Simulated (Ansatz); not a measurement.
# Two runs on BaF$_{2}$

System: BaF$_{2}$ (Fm-3m, 3 atoms in the cell).
Method of run A: DFT, r2SCAN, plane waves, PAW, no spin polarisation (Ansatz 0.2.0).

The structure derives from an entry of the Crystallography Open Database. The geometry comes from this level: r2SCAN (a point of a series of strains). Text and figures count atoms from 1; the logs count them from 0 in places.

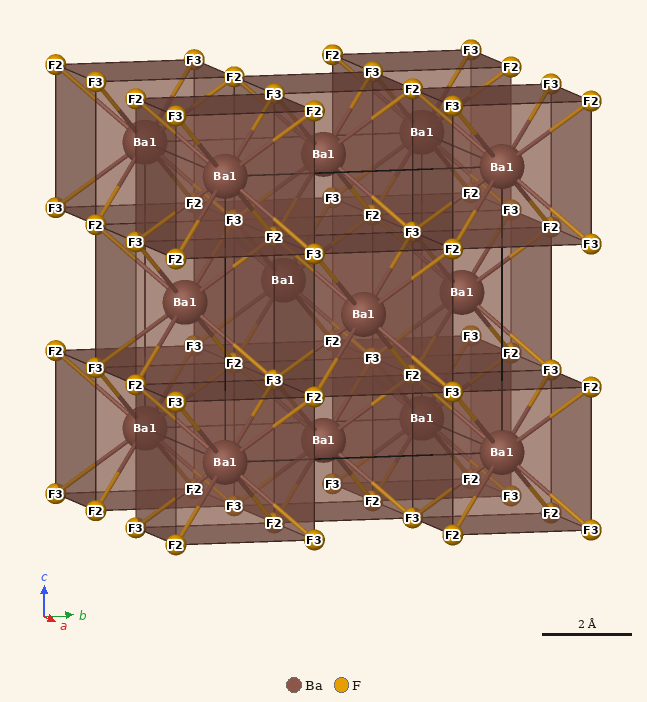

The structure (polyhedral view of the cell 4 times as large as that of the calculation, set on its symmetry axes, seen slightly off an axis; polyhedra are completed across the faces of the cell; atoms are numbered from 1 in the order of the input).

Input, run A:
```yaml
crystal:
  lattice:
    - [0.0, 3.2476832775, 3.2476832775]
    - [3.2476832775, 0.0, 3.2476832775]
    - [3.2476832775, 3.2476832775, 0.0]
  atoms:
    - { symbol: Ba, position: [0.0, 0.0, 0.0] }
    - { symbol: F, position: [0.25, 0.25, 0.25] }
    - { symbol: F, position: [0.75, 0.75, 0.75] }
kpoints:
  mp_grid: { grid: [8, 8, 8] }
  band_path:
    path:
      - [0.0, 0.0, 0.0]
      - [0.5, 0.0, 0.5]
      - [0.625, 0.25, 0.625]
      - [0.375, 0.375, 0.75]
      - [0.5, 0.5, 0.5]
      - [0.5, 0.25, 0.75]
      - [0.0, 0.208333, -0.208333]
    npoints: 1
hamiltonian:
  xc: r2scan
scf:
  occupations: { method: fixed }
  n_extra_bands: 4
output:
  forces: true
  stress: true
  eigenvalues: true
```

Command:
```bash
ansatz run input.yaml --threads 4 --pin off --max-ram 5529MiB --backend cpu --events-out ev --progress --plain --runs-dir out
```

Hardware: 4 threads of Arm Neoverse V1, 24 GiB of memory available, shared host.

Output, shortened to warnings, some set-up lines, iterations and results (run A):
```
Basis set: ecut = 500 eV, 1807 PW (Γ), exchange–correlation on 144×144×144 points (64 copies of the dense FFT grid, shifted against one another)
Symmetry: 48 space group operations
k-points: 29 of 512
Initial density: superposition of atomic densities (neutral atoms: chi_scale 0, normalization atom), corrected by the library's trained network
[...]
SCF iter   1: F=—  HF=-7590.446591 eV  |F-HF|=—  |Δ(HF+E_count)|=         —  Δρ=9.03e-3  dr2=6.26e-2  dr2_τ=5.50e-2  ethr=1.77e-3  ⟨swp⟩=5.1  Hψ=2457  notcnv=0  defer=40
SCF iter   2: F=—  HF=-7590.524195 eV  |F-HF|=—  |Δ(HF+E_count)|=   7.76e-2  Δρ=7.14e-3  dr2=1.42e-2  dr2_τ=2.95e-3  ethr=2.61e-4  ⟨swp⟩=3.0  Hψ=1176  notcnv=0  defer=49
SCF iter   3: F=—  HF=-7590.520605 eV  |F-HF|=—  |Δ(HF+E_count)|=   3.59e-3  Δρ=1.59e-3  dr2=8.34e-4  dr2_τ=1.65e-4  ethr=5.93e-5  ⟨swp⟩=2.6  Hψ=798  notcnv=0  defer=52
SCF iter   4: F=—  HF=-7590.520438 eV  |F-HF|=—  |Δ(HF+E_count)|=   1.67e-4  Δρ=3.04e-4  dr2=2.22e-5  dr2_τ=4.71e-6  ethr=3.47e-6  ⟨swp⟩=2.9  Hψ=836  notcnv=0  defer=53
SCF iter   5: F=—  HF=-7590.520446 eV  |F-HF|=—  |Δ(HF+E_count)|=   7.91e-6  Δρ=1.85e-5  dr2=1.32e-7  dr2_τ=3.54e-8  ethr=9.25e-8  ⟨swp⟩=2.4  Hψ=824  notcnv=0  defer=52
SCF iter   6: F=-7590.520447 eV  HF=-7590.520447 eV  |F-HF|=3.57e-9  |Δ(HF+E_count)|=   5.54e-7  Δρ=4.50e-6  dr2=8.21e-9  dr2_τ=8.25e-10  ethr=4.17e-10  ⟨swp⟩=7.6  Hψ=3081  …
SCF 1 converged in 6 iterations: F = -7590.520447 eV  dr2 = 8.21e-9
NSCF: frozen V_eff on 7 k-points
SCF converged after 6 iterations
Free energy (F): -7590.520447 eV
Harris-Foulkes:  -7590.520447 eV  (|F-HF|=3.57e-9)
Internal energy: -7590.520447 eV  (E = F + TS)
E sigma→0 (E₀):  -7590.520447 eV
Fermi energy:    1.456028 eV
--- Per-component energies (eV) ---
  E_band       = -149.975016
  E_kinetic    = 582.803412
  E_local      = -1650.577328  (includes V_loc(G=0)·N_el)
  E_nonlocal   = 200.431401
  E_hartree    = 623.699609
  E_xc         = -316.657406
  E_vxc        = -382.158435  (∫ρ·V_xc dr)
  E_paw        = -5656.700188  (= ΣΔE_a)
  E_vpaw       = -172.955945  (= ΣTr[D̂ρ^β])
  E_aug_tail   = 0.002011  (compensation charges beyond the density's cutoff)
  E_vtau       = 25.083868  (kinetic-family band-sum trace: ∫τ·v_τ [+ j·A + Jᵃ·Aᵃ] dr)
  E_ewald      = -1373.529590
  E_core_change = 0.007633  (= ΣΔE_core)
  E_smearing   = -0.000000  (= −TS)
  E_closure    = 0.000000  (closes the sum)
  Σ components = -7590.520447   (vs F -7590.520447, Δ=0.00e0)
--- Forces (eV/Å), atoms counted from 1 ---
  atom   1  Ba    -0.00000000     0.00000000     0.00000000
  atom   2  F      0.00000000     0.00000000    -0.00000000
  atom   3  F      0.00000000    -0.00000000    -0.00000000
  max |Σ_I F_I| component: 2.08e-17 eV/Å
--- Stress (GPa, compression-positive) ---
       -6.200963      -0.000000      -0.000000
       -0.000000      -6.200963      -0.000000
       -0.000000       0.000000      -6.200963
  P = ⅓ Tr σ = -6.2010 GPa (-62.010 kbar)
```

For run B the input was changed thus:
```diff
-  xc: r2scan
+  xc: pbe
-  occupations: { method: fixed }
+  occupations: { method: fermi_dirac, width: 0.02 }
+  write_density: true
+  write_potential: true
+  elf: true
+  volumetric_format: npy
```

Predict how the results change.

The total energies belong to different methods, so their difference says nothing on which is more stable or more accurate. The gap on the mesh goes from 6.81 to 6.21 eV. The pressure goes from −6.20 to −4.79 GPa. The functional changes from r2SCAN to PBE. The SCF takes 7 iterations against 6. The default cutoff goes from 500 to 420 eV with the change. The plane waves at Γ go from 1807 to 1363.

Output, shortened to warnings, some set-up lines, iterations and results (run B):
```
Basis set: ecut = 420 eV, 1363 PW (Γ), exchange–correlation on 64×64×64 points (8 copies of the dense FFT grid, shifted against one another)
Symmetry: 48 space group operations
k-points: 29 of 512
Initial density: superposition of atomic densities (neutral atoms: chi_scale 0, normalization atom), corrected by the library's trained network
[...]
SCF iter   1: F=—  HF=-7572.281938 eV  |F-HF|=—  |Δ(HF+E_count)|=         —  Δρ=1.08e-3  dr2=9.01e-4  ethr=1.77e-3  ⟨swp⟩=8.6  Hψ=3357  notcnv=0
SCF iter   2: F=—  HF=-7572.283017 eV  |F-HF|=—  |Δ(HF+E_count)|=   1.08e-3  Δρ=1.60e-3  dr2=1.16e-3  ethr=3.75e-6  ⟨swp⟩=2.5  Hψ=1151  notcnv=0
SCF iter   3: F=—  HF=-7572.282813 eV  |F-HF|=—  |Δ(HF+E_count)|=   2.04e-4  Δρ=3.30e-4  dr2=6.02e-5  ethr=3.75e-6  ⟨swp⟩=2.0  Hψ=702  notcnv=0
SCF iter   4: F=—  HF=-7572.282909 eV  |F-HF|=—  |Δ(HF+E_count)|=   9.61e-5  Δρ=2.17e-4  dr2=2.95e-5  ethr=2.51e-7  ⟨swp⟩=2.0  Hψ=864  notcnv=0
SCF iter   5: F=—  HF=-7572.282903 eV  |F-HF|=—  |Δ(HF+E_count)|=   6.18e-6  Δρ=9.67e-5  dr2=5.71e-6  ethr=1.23e-7  ⟨swp⟩=2.1  Hψ=590  notcnv=0
SCF iter   6: F=—  HF=-7572.282902 eV  |F-HF|=—  |Δ(HF+E_count)|=   1.25e-6  Δρ=3.94e-5  dr2=9.92e-7  ethr=2.38e-8  ⟨swp⟩=2.3  Hψ=586  notcnv=0
SCF iter   7: F=-7572.282902 eV  HF=-7572.282902 eV  |F-HF|=2.20e-8  |Δ(HF+E_count)|=   2.66e-7  Δρ=6.19e-6  dr2=2.46e-8  ethr=4.17e-10  ⟨swp⟩=7.4  Hψ=3293  notcnv=0
SCF 1 converged in 7 iterations: F = -7572.282902 eV  dr2 = 2.46e-8
NSCF: frozen V_eff on 7 k-points
SCF converged after 7 iterations
Free energy (F): -7572.282902 eV
Harris-Foulkes:  -7572.282902 eV  (|F-HF|=2.20e-8)
Internal energy: -7572.282902 eV  (E = F + TS)
E sigma→0 (E₀):  -7572.282902 eV
Fermi energy:    5.112368 eV
--- Per-component energies (eV) ---
  E_band       = -131.713241
  E_kinetic    = 579.712689
  E_local      = -1647.105338  (includes V_loc(G=0)·N_el)
  E_nonlocal   = 202.971638
  E_hartree    = 620.603993
  E_xc         = -328.869274
  E_vxc        = -341.486846  (∫ρ·V_xc dr)
  E_paw        = -5626.071140  (= ΣΔE_a)
  E_vpaw       = -167.011079  (= ΣTr[D̂ρ^β])
  E_aug_tail   = 0.004120  (compensation charges beyond the density's cutoff)
  E_ewald      = -1373.529590
  E_smearing   = -0.000000  (= −TS)
  E_closure    = -0.000000  (closes the sum)
  Σ components = -7572.282902   (vs F -7572.282902, Δ=0.00e0)
--- Forces (eV/Å), atoms counted from 1 ---
  atom   1  Ba    -0.00000000     0.00000000     0.00000000
  atom   2  F     -0.00000000    -0.00000000     0.00000000
  atom   3  F     -0.00000000     0.00000000     0.00000000
  max |Σ_I F_I| component: 1.39e-17 eV/Å
--- Stress (GPa, compression-positive) ---
       -4.793888       0.000000      -0.000000
        0.000000      -4.793888      -0.000000
        0.000000       0.000000      -4.793888
  P = ⅓ Tr σ = -4.7939 GPa (-47.939 kbar)
```

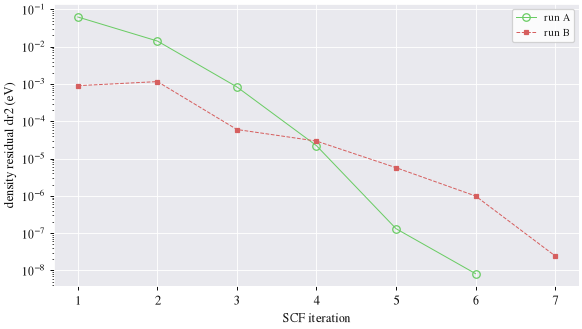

Convergence of the two runs: density residual dr2 against the SCF iteration. Run A takes 6 iterations in all, and run B takes 7.

The two runs side by side:

```tsv
quantity	run A	run B
outcome	converged	converged
free energy per atom (eV)	−2530.1735	−2524.0943
gap on the mesh (eV)	6.81	6.21
pressure (GPa)	−6.20	−4.79
largest force (eV/Å)	0.000	0.000
SCF iterations	6	7
irreducible k-points	29	29
plane waves at Γ	1807	1363
wall time (shared host)	2 s	1 s
```

For run A: The cell is under a tension of 6.2 GPa at this level, so it is not at its equilibrium volume.
